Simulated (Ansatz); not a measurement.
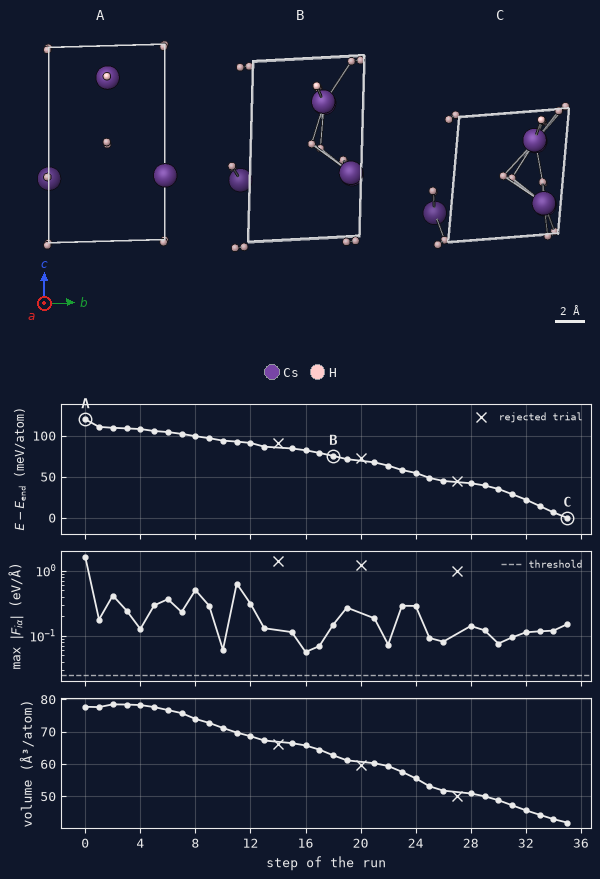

Frames of a relaxation of solid CsH$_{3}$ (a generated structure, set up in P1) (coarse preliminary run), marked on the history of the run. A ball-and-stick model of the cell of the calculation, seen along the a axis.

All numbers below come from DFT PBE, scalar-relativistic, plane waves, PAW in Ansatz. (plane-wave cutoff 420 eV; k-point mesh 4 × 2 × 1; occupations gaussian; smearing width 0.1 eV; no spin polarisation; cell and atoms relaxed; force threshold 0.025 eV/Å; at most 60 steps)

Describe the path.

Answer. The run was cut off at its time limit before the relaxation converged, so the last structure is only a point on the way. Over 32 accepted moves (35 points after the start) the energy falls by 120 meV per atom. Largest force component: 1.6 eV/Å at the start, 0.15 eV/Å at the end. The pressure goes from −0.19 to 0.00 GPa. The line search rejected the trial steps at points 14, 20, 27 of the run. The atom that moves furthest relative to the cell is an H atom (2.52 Å along [3 3 1]). By element the largest moves are H 2.52 Å, Cs 1.96 Å. The volume changes by −46.1 %, with a 5.633 → 5.055 Å (−10.3 %), b 8.103 → 7.686 Å (−5.2 %), c 13.636 → 8.788 Å (−35.6 %), α 88.4° → 80.5°, β 87.6° → 84.8°, γ 90.3° → 91.3°. Some distances before and after: Cs–H 8.469 → 3.176 Å, Cs–H 8.167 → 2.912 Å, Cs–H 5.765 → 3.180 Å, Cs–H 5.429 → 2.943 Å. New bonds form: Cs–H (5.18 → 3.22 Å), Cs–H (5.43 → 2.94 Å), Cs–H (5.44 → 2.99 Å), Cs–H (5.52 → 3.19 Å). Bond angles that change, for instance: H–Cs–H 175.8° → 119.7°, Cs–H–Cs 175.8° → 119.7°, H–Cs–H 173.3° → 118.4°. The space group stays P1 (No. 1). The run took 3.3 min on 1 thread of Arm Neoverse V2, with other jobs on the host, peak memory 0.55 GiB. From step 0 to 18: Cs and H atoms move most (1.77 Å), volume −19.3 %, energy −44.6 meV per atom. From step 18 to 35: an H atom moves most (1.64 Å), volume −33.2 %, energy −75.5 meV per atom.

| step | E − E(0), meV/atom | largest force component, eV/Å | pressure, GPa | volume, Å³/atom | note |
| --- | --- | --- | --- | --- | --- |
| 0 | 0.00 | 1.6219 | -0.19 | 77.707 |  |
| 1 | -9.21 | 0.1776 | 0.01 | 77.617 |  |
| 2 | -10.35 | 0.4154 | 0.03 | 78.462 |  |
| 3 | -11.08 | 0.2443 | -0.03 | 78.401 |  |
| 4 | -11.86 | 0.1275 | -0.03 | 78.247 |  |
| 5 | -14.24 | 0.2926 | -0.08 | 77.622 |  |
| 6 | -15.53 | 0.3647 | -0.15 | 76.698 |  |
| 7 | -17.78 | 0.2319 | -0.12 | 75.750 |  |
| 8 | -20.55 | 0.5035 | -0.13 | 73.958 |  |
| 9 | -23.02 | 0.2888 | -0.12 | 72.720 |  |
| 10 | -26.01 | 0.0612 | -0.03 | 71.150 |  |
| 11 | -27.14 | 0.6335 | -0.15 | 69.736 |  |
| 13 | -33.35 | 0.1309 | -0.05 | 67.283 |  |
| 14 | -28.67 | 1.3896 | -0.20 | 66.320 | rejected |
| 15 | -35.51 | 0.1141 | -0.05 | 66.472 |  |
| 17 | -40.96 | 0.0696 | -0.05 | 64.466 |  |
| 18 | -44.59 | 0.1475 | -0.07 | 62.713 |  |
| 19 | -48.57 | 0.2709 | -0.09 | 61.146 |  |
| 21 | -52.47 | 0.1857 | -0.08 | 60.252 |  |
| 22 | -56.44 | 0.0734 | -0.09 | 59.386 |  |
| 23 | -61.83 | 0.2890 | -0.13 | 57.600 |  |
| 24 | -65.32 | 0.2877 | -0.10 | 55.577 |  |
| 26 | -75.15 | 0.0814 | -0.07 | 51.773 |  |
| 27 | -75.23 | 0.9738 | -0.24 | 50.182 | rejected |
| 28 | -77.92 | 0.1417 | -0.05 | 50.900 |  |
| 30 | -84.88 | 0.0762 | -0.08 | 48.813 |  |
| 31 | -91.26 | 0.0946 | -0.10 | 47.252 |  |
| 32 | -97.91 | 0.1133 | -0.10 | 45.683 |  |
| 34 | -113.47 | 0.1202 | -0.08 | 42.958 |  |
| 35 | -120.11 | 0.1506 | 0.00 | 41.900 |  |
